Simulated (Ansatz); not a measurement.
# HgSe2: density-of-states calculation (part 2 of 2)

The same run, continued: HgSe2 (R-3m, 3 atoms in the cell); DFT with HSE06, PAW plane waves, spin–orbit coupling (Ansatz 0.2.0); cutoff 420 eV, 4×4×4 k-mesh, Fermi–Dirac smearing of 0.0168 eV. The structure is a generated one, with these elements put on the sites of a known structure type; it need not be a known phase.

Geometry of the input (Å; fractional positions):
```
0.9497  -3.5223  0.0000
0.9497  -1.6331  -3.1208
7.0065  0.0000  0.0000
Se 0.7500  0.7500  0.7500
Se 0.2500  0.2500  0.2500
Hg 0.0000  0.0000  0.0000
```

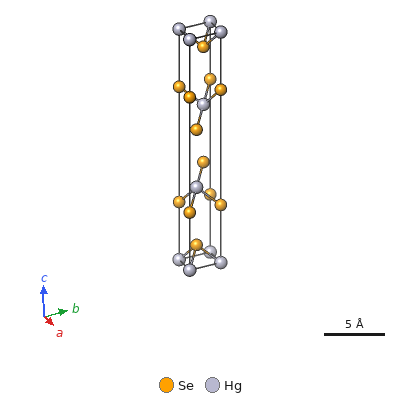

*The input geometry (ball-and-stick view of the cell 3 times as large as that of the calculation, set on its symmetry axes, seen slightly off an axis).*

## The program's output, continued
```
SCF iter   1: F=—  HF=-24770.185638 eV  |F-HF|=—  |Δ(HF+E_count)|=         —  Δρ=5.01e-5  dr2=1.79e-6  dr2_m=0.00e0 (ungated)  ethr=8.37e-7  |M|=0.00e0 ∫|m|=0.00e0 μB  |m|>n=0.0e0 m-floor=0.0e0 τ_xc=0.0e0  β_m=0.30  ⟨swp⟩=5.3  Hψ=1912  notcnv=0
preconditioner: auto → none  [insulator: Δε(μ)=0.332 eV  Ē_g=13.029 eV  σ=0.017 eV  W_gap=0.58  n_scr=28 (ndim 8)  ℏωp=20.7 eV  f_vac=0.108  D(μ)=7.90/eV (n_scr^D=110)]
SCF iter   2: F=—  HF=-24770.185641 eV  |F-HF|=—  |Δ(HF+E_count)|=   3.19e-6  Δρ=3.62e-5  dr2=5.80e-7  dr2_m=0.00e0 (ungated)  ethr=1.82e-9  |M|=0.00e0 ∫|m|=0.00e0 μB  |m|>n=0.0e0 m-floor=0.0e0 τ_xc=0.0e0  β_m=0.45  ⟨swp⟩=4.2  Hψ=2538  notcnv=0  defer=2
SCF iter   3: F=—  HF=-24770.185642 eV  |F-HF|=—  |Δ(HF+E_count)|=   9.36e-7  Δρ=1.32e-5  dr2=8.15e-8  dr2_m=0.00e0 (ungated)  ethr=5.64e-10  |M|=0.00e0 ∫|m|=0.00e0 μB  |m|>n=0.0e0 m-floor=0.0e0 τ_xc=0.0e0  β_m=0.57  ⟨swp⟩=3.7  Hψ=1990  notcnv=0  defer=10
SCF iter   4: F=—  HF=-24770.185642 eV  |F-HF|=—  |Δ(HF+E_count)|=   6.03e-8  Δρ=4.29e-6  dr2=1.52e-8  dr2_m=0.00e0 (ungated)  ethr=1.16e-10  |M|=0.00e0 ∫|m|=0.00e0 μB  |m|>n=0.0e0 m-floor=0.0e0 τ_xc=0.0e0  β_m=0.66  ⟨swp⟩=4.2  Hψ=2056  notcnv=0  defer=8
SCF iter   5: F=—  HF=-24770.185642 eV  |F-HF|=—  |Δ(HF+E_count)|=   1.64e-9  Δρ=2.38e-6  dr2=1.21e-8  dr2_m=0.00e0 (ungated)  ethr=2.85e-11  |M|=0.00e0 ∫|m|=0.00e0 μB  |m|>n=0.0e0 m-floor=0.0e0 τ_xc=0.0e0  β_m=0.55  ⟨swp⟩=3.8  Hψ=1991  notcnv=0  defer=12
SCF iter   6: F=-24770.185642 eV  HF=-24770.185642 eV  |F-HF|=5.64e-10  |Δ(HF+E_count)|=   3.41e-9  Δρ=8.83e-7  dr2=7.66e-10  dr2_m=0.00e0 (ungated)  ethr=2.30e-11  |M|=0.00e0 ∫|m|=0.00e0 μB  |m|>n=0.0e0 m-floor=0.0e0 τ_xc=0.0e0  ⟨swp⟩=3.6  Hψ=1621  notcnv=0  defer=10
SCF 3 converged in 6 iterations: F = -24770.185642 eV  dr2 = 7.66e-10
  Residual-converged pass: ⟨swp⟩=3.5  Hψ=2076  notcnv=0  max |occ|·‖R‖ = 2.6e-7 eV (tolerance 2.7e-7 eV)  dr2=7.57e-10  dr2_m=0.00e0 (ungated)  dr2_onsite=4.04e-11  max |Δocc| = 5.9e-13
hybrid outer 2: dexx = +8.240e-6 eV, tail = 1.19e-7 eV, Δε = 3.90e-3 eV (about 2.44e-4 eV left of the loop's levels), ΔF = 2.24e-3 eV/Å (tail 1.41e-3)
Projection manifold: j_resolved (fully-relativistic pseudo-atomic orbitals)
Exchange kernel: α = 0.2500, screened, ω = 0.2079 Å⁻¹, Wigner–Seitz truncation, v(0) = 1026.3697 eV·Å³, q-mesh 4×4×4, nearest image of the exchange supercell L = 14.59 Å, pair-density grid 24×24×45, without the augmentation charges, whose exchange is taken in its separable form by FFT convolution over the k-point mesh (the finest that the files' search goes to), smooth part of the exact exchange by density-matrix convolution
Frozen-core exchange: fock
SCF iter   1: F=—  HF=-24770.185642 eV  |F-HF|=—  |Δ(HF+E_count)|=         —  Δρ=2.02e-6  dr2=1.35e-9  dr2_m=0.00e0 (ungated)  ethr=1.15e-9  |M|=0.00e0 ∫|m|=0.00e0 μB  |m|>n=0.0e0 m-floor=0.0e0 τ_xc=0.0e0  β_m=0.30  ⟨swp⟩=7.1  Hψ=1853  notcnv=0
preconditioner: auto → none  [insulator: Δε(μ)=0.331 eV  Ē_g=13.029 eV  σ=0.017 eV  W_gap=0.57  n_scr=28 (ndim 8)  ℏωp=20.7 eV  f_vac=0.108  D(μ)=7.84/eV (n_scr^D=110)]
SCF iter   2: F=—  HF=-24770.185642 eV  |F-HF|=—  |Δ(HF+E_count)|=   3.47e-9  Δρ=1.61e-6  dr2=7.13e-10  dr2_m=0.00e0 (ungated)  ethr=4.78e-12 (applied; sched 1.44e-12)  |M|=0.00e0 ∫|m|=0.00e0 μB  |m|>n=0.0e0 m-floor=0.0e0 τ_xc=0.0e0  β_m=0.49  ⟨swp⟩=4.5  Hψ=2424  notcnv=0  defer=4
SCF iter   3: F=-24770.185642 eV  HF=-24770.185642 eV  |F-HF|=6.91e-11  |Δ(HF+E_count)|=   3.30e-9  Δρ=4.57e-7  dr2=8.95e-11  dr2_m=0.00e0 (ungated)  ethr=3.35e-12 (applied; sched 1.03e-12)  |M|=0.00e0 ∫|m|=0.00e0 μB  |m|>n=0.0e0 m-floor=0.0e0 τ_xc=0.0e0  ⟨swp⟩=3.5  Hψ=1684  notcnv=0  defer=6
SCF 4 converged in 3 iterations: F = -24770.185642 eV  dr2 = 8.95e-11
  Residual-converged pass: ⟨swp⟩=3.0  Hψ=1606  notcnv=0  max |occ|·‖R‖ = 2.7e-7 eV (tolerance 2.7e-7 eV)  dr2=8.91e-11  dr2_m=0.00e0 (ungated)  dr2_onsite=1.19e-11  max |Δocc| = 7.3e-13
```

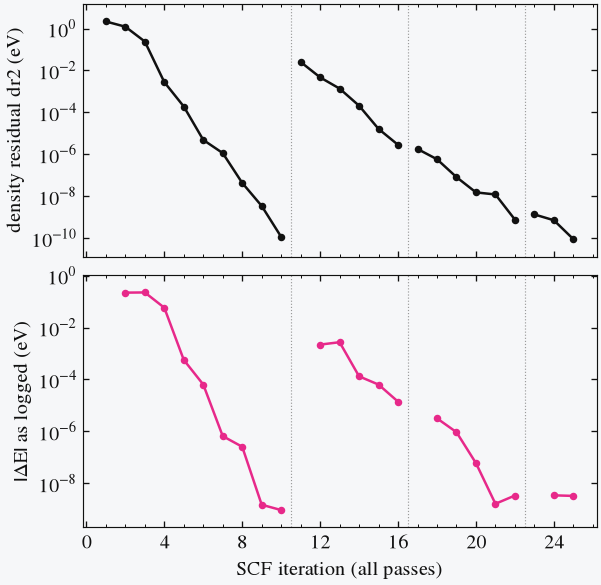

*Convergence of the self-consistent field: density residual dr2 and size of the energy change against the SCF iteration. The run starts with a semilocal functional; after that each stretch between dotted lines is one SCF of the hybrid functional between two exact rebuilds of the exchange operator by the outer loop. Early passes are stopped at a loose threshold.*

The passes take 10, 6, 6 and 3 iterations.

```
hybrid outer 3: dexx = +4.964e-9 eV, tail = 2.64e-10 eV, Δε = 2.00e-4 eV (about 2.14e-5 eV left of the loop's levels), ΔF = 1.23e-4 eV/Å (tail 7.03e-5)
hybrid SCF converged: 3 outer / 15 inner (+10 warm-up), last move |dexx| = 4.96e-9 eV, tail = 2.64e-10 eV
Magnetization: |M| = 0.0000 μB,  M = (+0.0000, +0.0000, +0.0000) μB
Absolute magnetization: 0.0000 μB (∫|m|)
  site 0: m = (+0.0000, +0.0000, +0.0000) μB, |m| = 0.0000 μB  (R = 1.11 Å)
  site 1: m = (+0.0000, +0.0000, +0.0000) μB, |m| = 0.0000 μB  (R = 1.11 Å)
  site 2: m = (+0.0000, +0.0000, +0.0000) μB, |m| = 0.0000 μB  (R = 1.11 Å)
Free energy (F): -24770.185642 eV
Frozen-core exchange: fock
Harris-Foulkes:  -24770.185642 eV  (|F-HF|=6.91e-11)
Internal energy: -24770.179363 eV  (E = F + TS)
E sigma→0 (E₀):  -24770.182503 eV
Entropy (-TS):   -0.006279 eV (-2.093 meV/atom)
Fermi energy:    8.664847 eV
--- Per-component energies (eV) ---
  E_band       = -1392.568722
  E_kinetic    = 835.964989
  E_local      = -8700.092787  (includes V_loc(G=0)·N_el)
  E_nonlocal   = -1131.622266
  E_hartree    = 4103.194372
  E_xc         = -342.349546
  E_vxc        = -363.913553  (∫ρ·V_xc dr)
  E_exx        = -213.033334  (= α·E_x^exact, valence–valence)
  E_paw        = -13644.512555  (= ΣΔE_a)
  E_vpaw       = 186.772521  (= ΣTr[D̂ρ^β])
  E_aug_tail   = -0.000299  (compensation charges beyond the density's cutoff)
  E_ewald      = -5673.791774
  E_core_change = -3.936164  (= ΣΔE_core)
  E_smearing   = -0.006279  (= −TS)
  E_closure    = -0.000000  (closes the sum)
  Σ components = -24770.185642   (vs F -24770.185642, Δ=-3.64e-12)
--- Forces (eV/Å), atoms counted from 1 ---
  atom   1  Se    -0.12727650    -0.03431795    -0.02077437
  atom   2  Se     0.12727650     0.03431795     0.02077437
  atom   3  Hg     0.00000000     0.00000000    -0.00000000
  max |Σ_I F_I| component: 6.94e-18 eV/Å
--- Stress (GPa, compression-positive) ---
        0.652894      -0.350739      -0.212320
       -0.350739       1.859123      -0.057248
       -0.212320      -0.057248       1.919039
  P = ⅓ Tr σ = 1.4770 GPa (14.770 kbar)
--- Band table (eV; the first three rows and the last of 13) ---
  k-point 0: bands = ["-110.8754", "-110.8754", "-71.7851", "-71.7851", "-53.3211", "-53.3211", "-53.3107", "-53.3107", "-43.4680", "-43.4680", "-43.4678", "-43.4678", "-43.4069", "-43.4069", "-43.4066", "-43.4066", "-42.5641", "-42.5641", "-42.5641", "-42.5641", "-42.5127", "-42.5127", "-42.5123", "-42.5123", "-42.4867", "-42.4867", "-42.4864", "-42.4864", "-6.6165", "-6.6165", "-5.3716", "-5.3716", "-0.7533", "-0.7533", "-0.7378", "-0.7378", "0.6990", "0.6990", "1.1541", "1.1541", "1.2700", "1.2700", "3.0769", "3.0769", "7.5438", "7.5438", "8.6003", "8.6003", "9.1164", "9.1164", "9.5728", "9.5728", "9.9442", "9.9442", "11.8736", "11.8736", "14.3215", "14.3215", "16.8204", "16.8204", "17.6829", "17.6829", "18.7888", "18.7888"]
  k-point 1: bands = ["-110.8755", "-110.8755", "-71.7851", "-71.7851", "-53.3211", "-53.3211", "-53.3107", "-53.3107", "-43.4680", "-43.4680", "-43.4678", "-43.4678", "-43.4068", "-43.4068", "-43.4066", "-43.4066", "-42.5641", "-42.5641", "-42.5641", "-42.5641", "-42.5126", "-42.5126", "-42.5123", "-42.5123", "-42.4867", "-42.4867", "-42.4864", "-42.4864", "-6.5392", "-6.5392", "-5.4985", "-5.4985", "-0.7531", "-0.7531", "-0.7246", "-0.7246", "0.7368", "0.7368", "1.1726", "1.1726", "1.2707", "1.2707", "3.4113", "3.4113", "6.6961", "6.6961", "8.4632", "8.4632", "9.0494", "9.0494", "9.6430", "9.6430", "10.0138", "10.0138", "12.8384", "12.8384", "14.3904", "14.3904", "16.9157", "16.9157", "17.8103", "17.8103", "18.3266", "18.3266"]
  k-point 2: bands = ["-110.8755", "-110.8755", "-71.7851", "-71.7851", "-53.3211", "-53.3211", "-53.3107", "-53.3107", "-43.4680", "-43.4680", "-43.4678", "-43.4678", "-43.4068", "-43.4068", "-43.4067", "-43.4067", "-42.5641", "-42.5641", "-42.5641", "-42.5641", "-42.5126", "-42.5126", "-42.5124", "-42.5124", "-42.4866", "-42.4866", "-42.4865", "-42.4865", "-6.4404", "-6.4404", "-5.6450", "-5.6450", "-0.7528", "-0.7528", "-0.7131", "-0.7131", "0.7681", "0.7681", "1.1912", "1.1912", "1.2715", "1.2715", "3.9569", "3.9569", "5.7446", "5.7446", "8.3834", "8.3834", "8.9910", "8.9910", "9.7068", "9.7068", "10.0749", "10.0749", "13.8019", "13.8019", "14.4254", "14.4254", "17.0222", "17.0222", "17.9551", "17.9551", "18.1297", "18.1297"]
  k-point 12: bands = ["-110.8754", "-110.8754", "-71.7849", "-71.7849", "-53.3211", "-53.3211", "-53.3146", "-53.3146", "-43.4675", "-43.4675", "-43.4674", "-43.4674", "-43.4066", "-43.4066", "-43.4066", "-43.4066", "-42.5633", "-42.5633", "-42.5633", "-42.5633", "-42.5127", "-42.5127", "-42.5127", "-42.5127", "-42.4862", "-42.4862", "-42.4862", "-42.4862", "-5.1467", "-5.1467", "-5.0797", "-5.0797", "-0.6161", "-0.6161", "-0.3457", "-0.3457", "1.0063", "1.0063", "1.2257", "1.2257", "1.4699", "1.4699", "3.1314", "3.1314", "4.8461", "4.8461", "5.9205", "5.9205", "6.6078", "6.6078", "8.0539", "8.0539", "8.2320", "8.2320", "12.1768", "12.1768", "14.5274", "14.5274", "16.2474", "16.2474", "17.8325", "17.8325", "18.8060", "18.8060"]
--- Löwdin populations: 3 sites ---
  site symbol       q [e]
     0     Se     16.4713
     1     Se     16.4713
     2     Hg     18.7613
  spilling = 0.005695 (of n_electrons = 52.000000)
--- Bader charges: 3 sites ---
  site symbol  charge [e]  shift [e]  m_x [muB]  m_y [muB]  m_z [muB]
     0     Se     -0.2022     0.0003     0.0000     0.0000     0.0000
     1     Se     -0.2022     0.0003     0.0000     0.0000     0.0000
     2     Hg      0.4044     0.0007     0.0000     0.0000     0.0000
  estimated error of the sums over rays = 6.7e-4 e
```

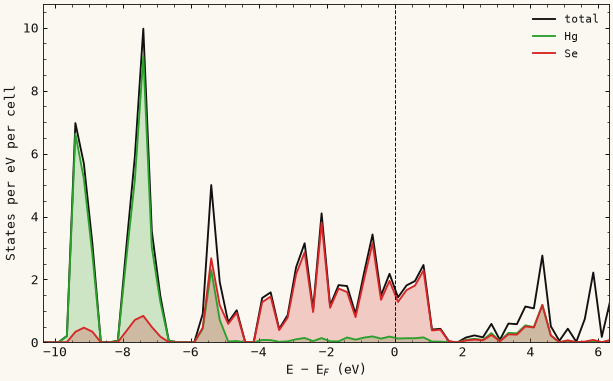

*Density of states (projected on Löwdin-orthogonalised atomic shells), with energies from the Fermi level.*

There are states at the Fermi level: a metal at this level of theory.

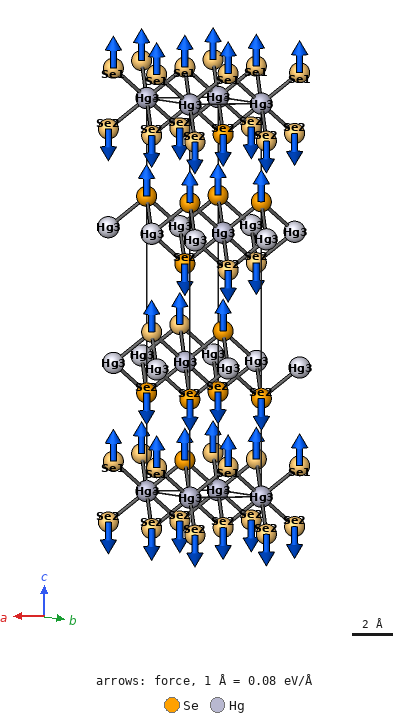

*Forces on the atoms as blue arrows (ball-and-stick view of the cell 3 times as large as that of the calculation, set on its symmetry axes, seen at an oblique angle; neighbours outside the cell are drawn fainter; atoms are numbered from 1 in the order of the input).*

The largest act on Se1, Se2 (0.13 eV/Å). 

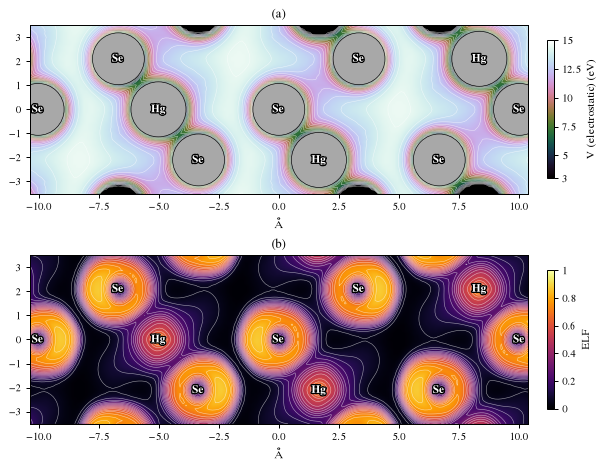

*(a) electrostatic potential (local pseudopotential plus Hartree) felt by an electron; (b) ELF on the (110) plane of the conventional cell. Grey discs, where drawn, cover atomic cores.*

Atoms in the plane: Se and Hg. Hg–Se (2.69 Å): the ELF peaks at about 0.80 in the valence shell of Se, 0.8 Å from its nucleus, and drops to about 0.25 between the two atoms (a polar contact without a shared pair, in a metal). The strong features right at Hg lie inside the PAW spheres (semicore, d or f shells) and say nothing about bonding. Outside the cores the potential energy rises away from the atoms and is highest about 2.7 Å from the nearest atoms; outside the discs it spans about 11 eV, and its zero is arbitrary. Core electrons are frozen (PAW), so the fields are smoothed inside the atomic spheres.

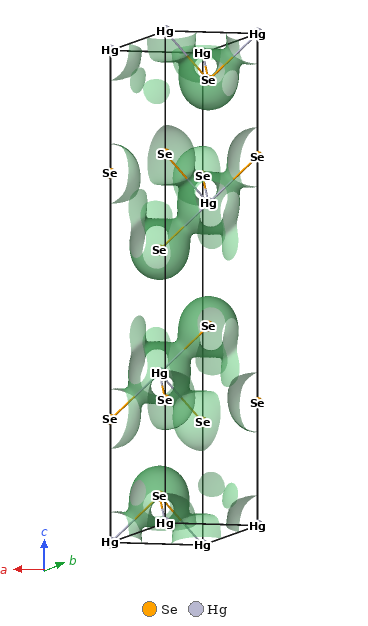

*Isosurface of the valence pseudo-density at 0.3 e/Å³ (green), seen at an oblique angle. Sticks mark near contacts. The outline is the cell set on symmetry axes.*

At this value the density is joined into sheets; it holds about 90 % of the electrons treated as valence (semicore included). On the grid the lowest density along these lines, outside the cores, is 0.4 e/Å³ (Hg–Se, 2.69 Å).

## Summary

- outcome: converged
- space group (tolerance 0.01 Å): R-3m (166)
- electrons treated: 52
- free energy: −24770.1856 eV
- Fermi energy: 8.665 eV
- net moment of the cell: 0.00 μB
- integrated absolute moment: 0.00 μB
- pressure: 1.48 GPa
- electronic character: metal
- largest force (length of the vector): 0.133 eV/Å
- hardware: 2 threads of Arm Neoverse V1, 24 GiB of memory available, shared host
- wall time: 4.3 min (CPU time 8.2 min)
- peak memory: 2.5 GiB

## Notes

The program warns: the exchange loop's threshold is looser than advised for the stress; the SCF threshold is looser than advised for the printed stress; the structure was made exactly symmetric. The k-point mesh is coarse for a cell of this size, so the results may not be converged.
